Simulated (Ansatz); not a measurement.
System: BaTe.

The calculation's input:

```
crystal:
  lattice:
    - [0.0, 3.5333946272, 3.5333946272]
    - [3.5333946272, 0.0, 3.5333946272]
    - [3.5333946272, 3.5333946272, 0.0]
  atoms:
    - { symbol: Ba, position: [0.0, 0.0, 0.0] }
    - { symbol: Te, position: [0.5, 0.5, 0.5] }
kpoints:
  mp_grid: { grid: [6, 6, 6] }
  band_path:
    path:
      - [0.0, 0.0, 0.0]
      - [0.5, 0.0, 0.5]
      - [0.625, 0.25, 0.625]
      - [0.375, 0.375, 0.75]
      - [0.5, 0.5, 0.5]
      - [0.5, 0.25, 0.75]
      - [0.0, 0.5, 0.5]
    npoints: 1
hamiltonian:
  xc: r2scan
scf:
  occupations: { method: fixed }
  n_extra_bands: 4
output:
  forces: true
  stress: true
  eigenvalues: true
  write_density: true
  write_potential: true
  elf: true
  volumetric_format: npy
```

Command:

```sh
ansatz run input.yaml --threads 2 --pin off --max-ram 29491MiB --backend cpu --events-out ev --progress --plain --runs-dir out
```

Below, planes, directions and counts refer to the conventional cell (a = 7.07 Å, b = 7.07 Å, c = 7.07 Å, α = 90.00°, β = 90.00°, γ = 90.00°).

Space group Fm-3m; a structure from a database of computed crystals, not necessarily the ambient phase; started from the database structure prototype, which need not be the ambient phase.

The calculation used DFT, r2SCAN, plane waves, PAW (Ansatz).

What will maps of the valence pseudo-density and electron localisation function show?

Ba–Te (3.53 Å): the density is about 0.12 e/Å³ at the midpoint; the ELF peaks at about 0.75 in the valence shell of Te, 1.3 Å from its nucleus, and drops to about 0.10 between the two atoms (no localised pair shows between them).

Metal or insulator at this level of theory?

It is gapped, with a Kohn–Sham gap of 2.0 eV on the k-point mesh, an upper bound to the gap of this method.

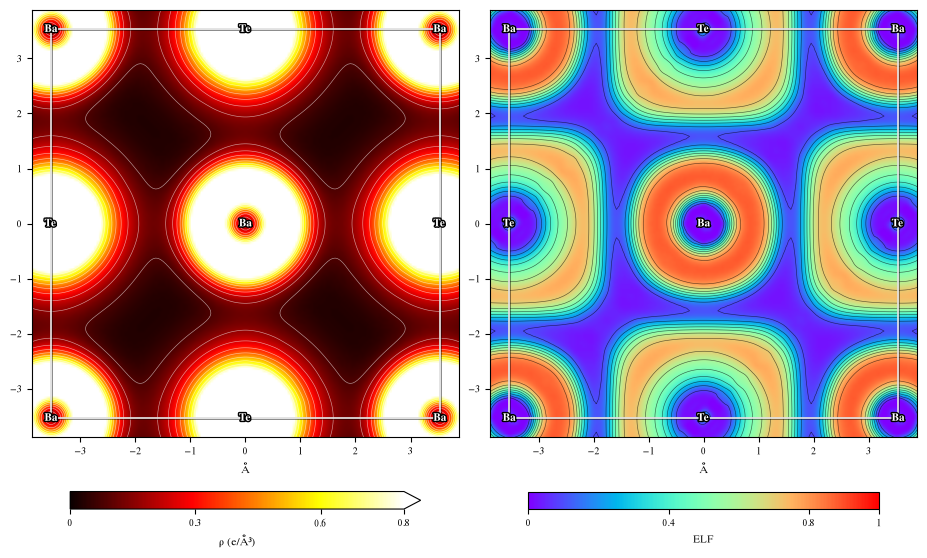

Computed valence pseudo-density and electron localisation function on the (010) plane of the conventional cell, in this order. 

The density is the valence pseudo-density of a PAW calculation; it isn't the true density close to the nuclei.
